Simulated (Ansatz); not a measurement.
## Band-structure calculation of MgTe (part 1 of 2)

MgTe (P6₃mc, 4 atoms in the cell), computed with DFT, r2SCAN with spin-orbit coupling, plane waves, PAW (Ansatz 0.2.0).

The structure was built on a prototype by a generator. The geometry comes from this level: r2SCAN (a point of a series of strains). It belongs to a series of runs on one base structure; here: hydrostatic strain -1.0%. Figures and captions count atoms from 1; the log counts them from 0 in places.

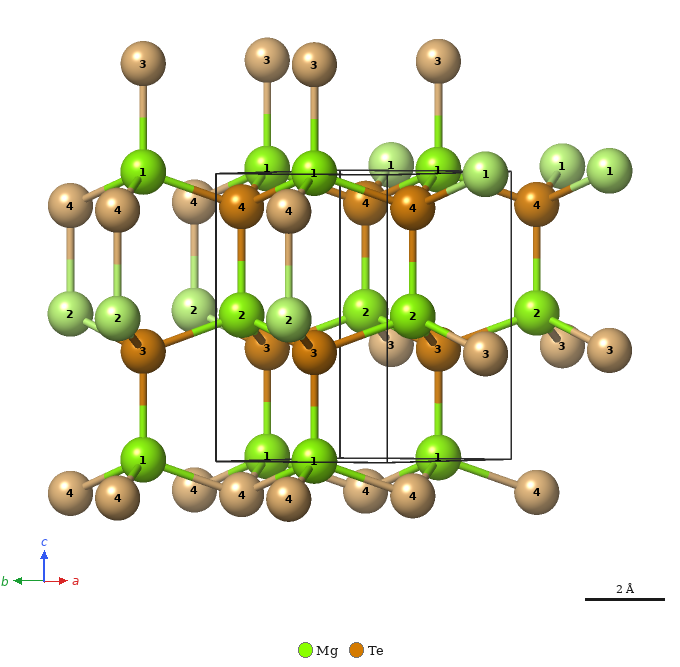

**Figure 1.** The structure (ball-and-stick view of the cell of the calculation, repeated 2 × 2 × 1, seen at an oblique angle; neighbours outside the cell are drawn fainter; atoms are numbered from 1 in the order of the input). An atom can appear more than once, as a periodic image. Near neighbours in the periodic cell (some may lie outside the picture): Mg has 4 Te at 2.77 to 2.78 Å; Te has 4 Mg at 2.77 to 2.78 Å.

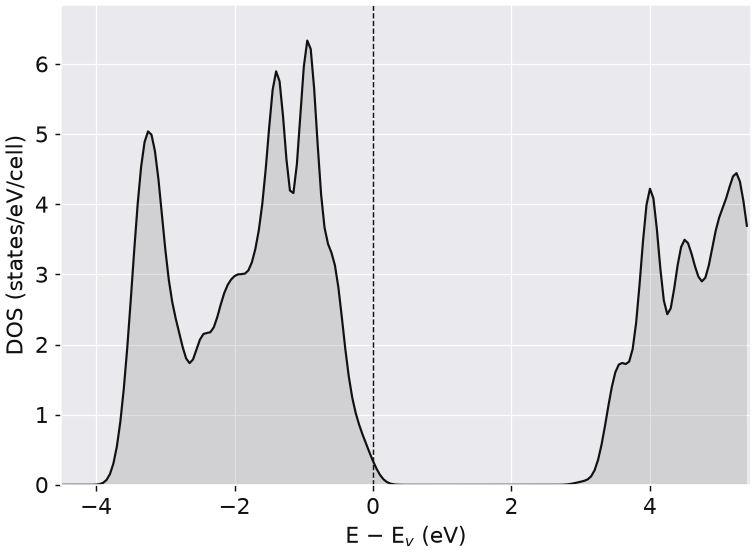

**Figure 2.** Density of states (the curve is built from the levels of the k mesh with Gaussians 0.3 eV wide, which also blur the band edges), with energies from the valence-band top. There is a gap of 3.05 eV on the k-point mesh. Small ripples come from the finite k-point mesh.

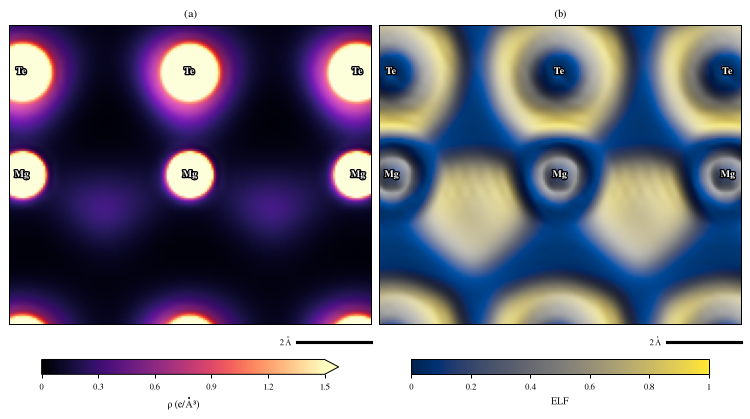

**Figure 3.** (a) valence charge density (pseudo); (b) ELF on the (010) plane of the conventional cell. Atoms in the plane: Mg and Te. Mg–Te (2.78 Å): ρ is about 0.32 e/Å³ halfway; the ELF is about 0.85 at the midpoint. Away from the nuclei the density in this plane falls to 0.02 e/Å³ at its lowest. Core electrons are frozen (PAW), so the fields are smoothed inside the atomic spheres.

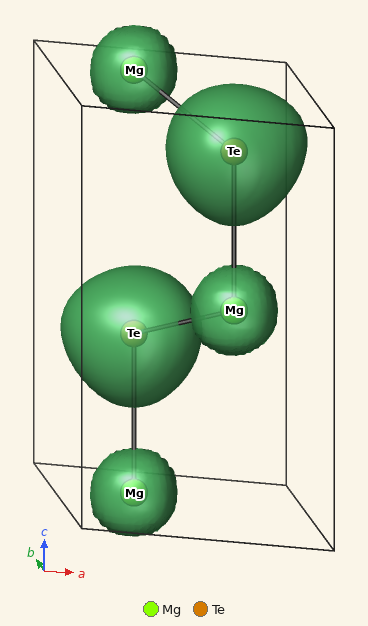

**Figure 4.** Isosurface of the valence pseudo-density at 0.4 e/Å³ (green), seen slightly off an axis. Sticks mark near contacts. The outline is the cell set on symmetry axes. At this value the density breaks into separate islands; it holds about 80 % of the electrons treated as valence (semicore included). It is pinched off along the Mg–Te (2.77 Å) contacts. On the grid the lowest density along these lines, outside the cores, is 0.2 e/Å³ (Mg–Te, 2.77 Å).

These pictures come from the run below.

Input
```yaml
crystal:
  lattice:
    - [4.5318592894, 0.0, 0.0]
    - [-2.2659296447, 3.924705271, 0.0]
    - [0.0, 0.0, 7.3805383669]
  atoms:
    - { symbol: Mg, position: [0.3333333333, 0.6666666667, -0.0006080519] }
    - { symbol: Mg, position: [0.6666666667, 0.3333333333, 0.4993919481] }
    - { symbol: Te, position: [0.3333333333, 0.6666666667, 0.3756080519] }
    - { symbol: Te, position: [0.6666666667, 0.3333333333, 0.8756080519] }
kpoints:
  mp_grid: { grid: [6, 6, 4] }
  band_path:
    path:
      - [0.0, 0.0, 0.0]
      - [0.5, 0.0, 0.0]
      - [0.3333333333, 0.3333333333, 0.0]
      - [0.0, 0.0, 0.5]
      - [0.5, 0.0, 0.5]
      - [0.3333333333, 0.3333333333, 0.5]
      - [-0.010417, 0.005208, 0.0]
    npoints: 1
hamiltonian:
  xc: r2scan
scf:
  occupations: { method: fixed }
  n_extra_bands: 10
magnetization:
  noncollinear: true
  spin_orbit: true
output:
  forces: true
  stress: true
  eigenvalues: true
  write_density: true
  write_potential: true
  elf: true
  volumetric_format: npy
```

Output
```
scf.n_extra_bands = 10 over 52 filled bands (N_el = 52.0): the run solves 62 bands
Engine: ansatz 0.2.0, x86_64-unknown-linux-gnu
Pseudopotentials: kind: paw_fr
Pseudopotential: Mg, paw_fr, valence charge 10, recommended cutoff 500 eV (meta_gga), Mg.paw.azcp#standard-fr
Pseudopotential: Te, paw_fr, valence charge 16, recommended cutoff 500 eV (meta_gga), Te.paw.azcp#standard-fr
Functional definition: r2SCAN
  parameter k0 = 0.174
  parameter k1 = 0.065
  parameter a1 = 4.9479
  exchange = r2scan_x(k0 = k0, k1 = k1, a1 = a1)
  correlation = r2scan_c
non-collinear run that drives no moment, with spin-orbit: no starting moment large enough to seed its density (crystal.atoms[].spin), no starting occupations that ask for one, no magnetisation constraint and no magnetic field, so the semilocal B_xc is pinned to zero
Crystal: 4 atoms, lattice volume = 131.272 Å³
Basis set: ecut = 500 eV, 3357 PW (Γ), exchange–correlation on 144×144×216 points (64 copies of the dense FFT grid, shifted against one another)
Bands: 62, of which v1, the nominal top of the filled ones, is band 52 counted from 1 (51 counted from 0)
Symmetry: 12 space group operations + 12 with time reversal
Magnetic group: BNS 186.204 (UNI 1434), of the structure as read, at distance tolerance 5.1e-5 Å
k-points: 21 of 144 (time reversal used)
Projection manifold: j_resolved (fully-relativistic pseudo-atomic orbitals)
Non-local potential: Mg, projectors of the file, l = 0: 3, l = 1: 4, l = 2: 2
Non-local potential: Te, projectors of the file, l = 0: 2, l = 1: 4, l = 2: 4, l = 3: 4
PAW form: soft (Blöchl's): semilocal exchange-correlation on the pseudo side does not see the compensation charge
PAW frozen core: Mg, regenerated for the run's functional (the file was generated under x = pbe(κ = 0.804, μ = 0.2195149727645171), c = pbe(β = 0.06672455060314922))
PAW frozen core: Te, regenerated for the run's functional (the file was generated under x = pbe(κ = 0.804, μ = 0.2195149727645171), c = pbe(β = 0.06672455060314922))
PAW one-centre angular grid: Mg, 302 points (default); XC on 397 of its mesh's 2593 points in the sphere
PAW one-centre angular grid: Te, 590 points (default); XC on 224 Gauss nodes
Initial density: superposition of atomic densities (chi_scale 0.1, normalization cell, long waves kept (reshape's long-wave potential 0.00 eV rms))
Initial wavefunctions: pseudopotential atomic-orbital guess
Functional: x = r2scan, c = r2scan; τ floored in thin density (d = 2e-4 eV/Å³)
iter 1 solved again at ethr=1.64e-3 eV; its pass at ethr=3.10e-3 eV (dr2=8.54e-1 eV) is discarded
SCF iter   1: F=—  HF=-17823.498850 eV  |F-HF|=—  |Δ(HF+E_count)|=         —  Δρ=3.16e-2  dr2=8.59e-1  dr2_τ=9.88e-4  dr2_m=0.00e0 (ungated)  ethr=1.64e-3  |M|=0.00e0 ∫|m|=0.00e0 μB  |m|>n=0.0e0 m-floor=0.0e0 τ_xc=0.0e0  β_m=0.30  ⟨swp⟩=1.5  Hψ=6924  notcnv=0  defer=117
preconditioner: auto → Resta (q_TF=auto, 2.338 Å⁻¹)  ε∞=2.8  [insulator: Δε(μ)=2.680 eV  Ē_g=9.779 eV  n_scr=34 (ndim 8)  ℏωp=13.0 eV  f_vac=0.042  ε∞_Penn≈2.8]
spin=Noncollinear: Resta preconditioning applied to the charge; magnetization (m_x, m_y, m_z) channels mix plain (no charge-response kernel on spin).
SCF iter   2: F=—  HF=-17823.572628 eV  |F-HF|=—  |Δ(HF+E_count)|=   7.38e-2  Δρ=2.18e-2  dr2=4.47e-1  dr2_τ=1.72e-3  dr2_m=0.00e0 (ungated)  ethr=1.64e-3  |M|=0.00e0 ∫|m|=0.00e0 μB  |m|>n=0.0e0 m-floor=0.0e0 τ_xc=0.0e0  β_m=0.61  ⟨swp⟩=3.0  Hψ=1704  notcnv=0  defer=125
SCF iter   3: F=—  HF=-17823.710700 eV  |F-HF|=—  |Δ(HF+E_count)|=   1.38e-1  Δρ=3.88e-3  dr2=2.54e-2  dr2_τ=1.16e-4  dr2_m=0.00e0 (ungated)  ethr=8.60e-4  |M|=0.00e0 ∫|m|=0.00e0 μB  |m|>n=0.0e0 m-floor=0.0e0 τ_xc=0.0e0  β_m=0.76  ⟨swp⟩=4.6  Hψ=2506  notcnv=0  defer=128
SCF iter   4: F=—  HF=-17823.723679 eV  |F-HF|=—  |Δ(HF+E_count)|=   1.30e-2  Δρ=7.28e-4  dr2=5.33e-4  dr2_τ=4.82e-6  dr2_m=0.00e0 (ungated)  ethr=4.89e-5  |M|=0.00e0 ∫|m|=0.00e0 μB  |m|>n=0.0e0 m-floor=0.0e0 τ_xc=0.0e0  β_m=0.88  ⟨swp⟩=4.4  Hψ=1814  notcnv=0  defer=129
SCF iter   5: F=—  HF=-17823.723666 eV  |F-HF|=—  |Δ(HF+E_count)|=   1.32e-5  Δρ=1.63e-4  dr2=4.74e-5  dr2_τ=1.88e-7  dr2_m=0.00e0 (ungated)  ethr=1.02e-6  |M|=0.00e0 ∫|m|=0.00e0 μB  |m|>n=0.0e0 m-floor=0.0e0 τ_xc=0.0e0  β_m=0.85  ⟨swp⟩=3.0  Hψ=2334  notcnv=0  defer=127
SCF iter   6: F=—  HF=-17823.724026 eV  |F-HF|=—  |Δ(HF+E_count)|=   3.60e-4  Δρ=4.29e-5  dr2=3.80e-6  dr2_τ=2.23e-8  dr2_m=0.00e0 (ungated)  ethr=9.11e-8  |M|=0.00e0 ∫|m|=0.00e0 μB  |m|>n=0.0e0 m-floor=0.0e0 τ_xc=0.0e0  β_m=0.91  ⟨swp⟩=2.2  Hψ=2066  notcnv=0  defer=126
SCF iter   7: F=—  HF=-17823.724030 eV  |F-HF|=—  |Δ(HF+E_count)|=   3.87e-6  Δρ=1.21e-5  dr2=2.48e-7  dr2_τ=5.25e-10  dr2_m=0.00e0 (ungated)  ethr=7.31e-9  |M|=0.00e0 ∫|m|=0.00e0 μB  |m|>n=0.0e0 m-floor=0.0e0 τ_xc=0.0e0  β_m=0.95  ⟨swp⟩=2.2  Hψ=1546  notcnv=0  defer=126
SCF iter   8: F=-17823.724030 eV  HF=-17823.724030 eV  |F-HF|=9.46e-10  |Δ(HF+E_count)|=   2.61e-7  Δρ=1.64e-6  dr2=4.10e-9  dr2_τ=1.10e-11  dr2_m=0.00e0 (ungated)  ethr=1.92e-10  |M|=0.00e0 ∫|m|=0.00e0 μB  |m|>n=0.0e0 m-floor=0.0e0 τ_xc=0.0e0  ⟨swp⟩=23.7  Hψ=13851  notcnv=0
SCF 1 converged in 8 iterations: F = -17823.724030 eV  dr2 = 4.10e-9
  greatest PAW one-centre occupation: 1.000 electrons in one spin orbital (limit 2), on the Mg atom at site 1 (counted from 0), in its partial waves of l = 0
NSCF: frozen V_eff on 7 k-points
SCF converged after 8 iterations
Magnetization: |M| = 0.0000 μB,  M = (+0.0000, +0.0000, +0.0000) μB
Absolute magnetization: 0.0000 μB (∫|m|)
  site 0: m = (+0.0000, +0.0000, +0.0000) μB, |m| = 0.0000 μB  (R = 1.14 Å)
  site 1: m = (+0.0000, +0.0000, +0.0000) μB, |m| = 0.0000 μB  (R = 1.14 Å)
  site 2: m = (+0.0000, +0.0000, +0.0000) μB, |m| = 0.0000 μB  (R = 1.14 Å)
  site 3: m = (+0.0000, +0.0000, +0.0000) μB, |m| = 0.0000 μB  (R = 1.14 Å)
Free energy (F): -17823.724030 eV
Harris-Foulkes:  -17823.724030 eV  (|F-HF|=9.46e-10)
Internal energy: -17823.724030 eV  (E = F + TS)
E sigma→0 (E₀):  -17823.724030 eV
Fermi energy:    4.606948 eV
--- Per-component energies (eV) ---
  E_band       = -1376.207788
  E_kinetic    = 513.074281
  E_local      = -6571.595470  (includes V_loc(G=0)·N_el)
  E_nonlocal   = -426.836143
  E_hartree    = 3133.661932
  E_xc         = -285.691001
  E_vxc        = -303.007958  (∫ρ·V_xc dr)
  E_paw        = -9945.158663  (= ΣΔE_a)
  E_vpaw       = -873.825088  (= ΣTr[D̂ρ^β])
  E_aug_tail   = -0.000076  (compensation charges beyond the density's cutoff)
  E_vtau       = 18.662106  (kinetic-family band-sum trace: ∫τ·v_τ [+ j·A + Jᵃ·Aᵃ] dr)
  E_ewald      = -4241.720517
  E_core_change = 0.541628  (= ΣΔE_core)
  E_smearing   = -0.000000  (= −TS)
  E_closure    = 0.000000  (closes the sum)
  Σ components = -17823.724030   (vs F -17823.724030, Δ=0.00e0)
--- Forces (eV/Å), atoms counted from 1 ---
  atom   1  Mg     0.00000000     0.00000000     0.00031777
  atom   2  Mg     0.00000000    -0.00000000     0.00031777
  atom   3  Te    -0.00000000    -0.00000000    -0.00033363
  atom   4  Te     0.00000000     0.00000000    -0.00033363
  max |Σ_I F_I| component: 3.17e-5 eV/Å
--- Stress (GPa, compression-positive) ---
        1.192574       0.000000      -0.000000
        0.000000       1.192574       0.000000
       -0.000000       0.000000       1.198454
  P = ⅓ Tr σ = 1.1945 GPa (11.945 kbar)
--- Band table (eV; the first three rows and the last of 21) ---
  k-point 0: bands = ["-73.5768", "-73.5768", "-73.5768", "-73.5768", "-38.8711", "-38.8711", "-38.8710", "-38.8710", "-38.5821", "-38.5821", "-38.5819", "-38.5819", "-38.5812", "-38.5812", "-38.5812", "-38.5812", "-32.3012", "-32.3012", "-32.3010", "-32.3010", "-32.3008", "-32.3008", "-32.3007", "-32.3007", "-30.8421", "-30.8421", "-30.8421", "-30.8421", "-30.8346", "-30.8346", "-30.8346", "-30.8346", "-30.8345", "-30.8345", "-30.8340", "-30.8340", "-6.2746", "-6.2746", "-5.5960", "-5.5960", "0.9478", "0.9478", "3.5888", "3.5888", "3.7675", "3.7675", "4.0760", "4.0760", "4.6056", "4.6056", "4.6069", "4.6069", "7.6575", "7.6575", "8.0151", "8.0151", "10.1918", "10.1918", "10.2117", "10.2117", "10.5895", "10.5895"]
```
